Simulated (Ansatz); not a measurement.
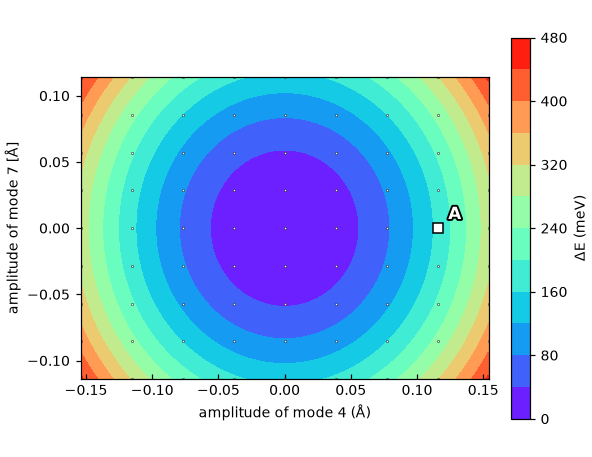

Si2Mo (I4/mmm, No. 139; 3 atoms in the cell). The energy is mapped over two normal modes frozen in (zone-centre modes of the 3-atom cell of this scan). The first coordinate is: amplitude of mode 4 (278 cm⁻¹), largest displacement; the second: amplitude of mode 7 (333 cm⁻¹), largest displacement. Nothing is relaxed (the cell and all other modes fixed). The scan uses a 9 × 9 grid; 25 points were computed and 56 follow by symmetry. Points are written as (first, second). Energies: meV per cell, counted from the lowest grid point. Method: DFT PBEsol, scalar-relativistic, plane waves, PAW (Ansatz). Settings: cutoff 420 eV, k-mesh 18×18×18, gaussian smearing 0.15 eV, no spin polarisation.

Drawn: filled contours, dots at the grid points, the point A. Between grid points the surface is interpolated.

> Is A at rest? If not, where is it pushed?

A, at (0.116 Å, 0.000 Å), is not a stationary point. The computed force is 2900 meV for each Å towards smaller values of the first coordinate and nearly zero along the second coordinate.

PAW datasets: the set soft_1.
